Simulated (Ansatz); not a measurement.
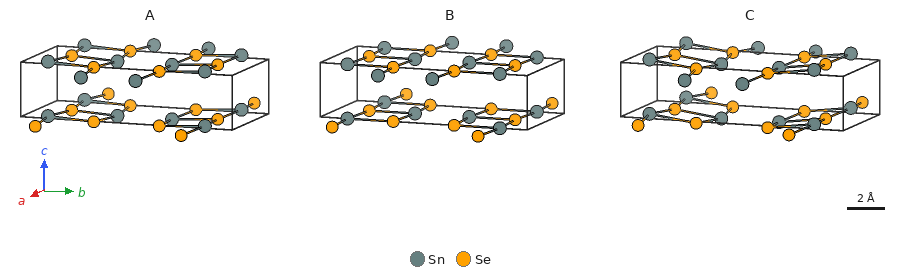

3 geometries from one relaxation of solid SnSe (set up in Pmmn), in shuffled order. The picture is a ball-and-stick view of the cell of the calculation, seen slightly off an axis.

Level of theory: DFT r2SCAN, scalar-relativistic, plane waves, PAW in Ansatz. (plane-wave cutoff 500 eV; k-point mesh 6 × 4 × 12; occupations gaussian; smearing width 0.1 eV; no spin polarisation; cell and atoms relaxed; force threshold 0.005 eV/Å; at most 80 steps)

Put them in the order of the run, from the start to the converged end.

C, A, B. They are steps 0, 1, 6, at +34.8 meV per atom, +7.7 meV per atom relative to the last. The largest moves relative to the cell, 0.26 Å, are those of Sn atoms. Largest moves by element: Sn 0.26 Å, Se 0.19 Å. The drawn cell changes as follows: a 5.744 → 5.803 Å (+1.0 %), b 13.133 → 12.209 Å (−7.0 %), c 3.046 → 3.043 Å (−0.1 %); the volume changes by −6.2 %. Some distances before and after: Se–Sn 2.774 → 2.701 Å. Among the angles between lasting bonds that change: Se–Sn–Se 162.5° → 172.3°, Sn–Se–Sn 162.5° → 172.3°, Sn–Se–Sn 98.4° → 93.8°. The space group (tolerance 0.01 Å) goes from Pmmn (No. 59) to Cmmm (No. 65). After 5 accepted moves (6 points after the start) the energy has fallen by 34.8 meV per atom. Largest force component: 0.17 eV/Å at the start, 0.0023 eV/Å at the end. The pressure goes from −1.34 to 0.00 GPa. The SCF was repeated once at an unchanged geometry on a basis and grid sized afresh for the cell, which shifted the energy by less than 0.05 meV per atom at most. Cost: 7.9 min on 2 threads of Intel(R) Xeon(R) Platinum 8488C (Sapphire Rapids) (shared host), peak memory 1.8 GiB.

Limits of the set-up: layers or molecules are held without a dispersion correction, so their spacing is unreliable.
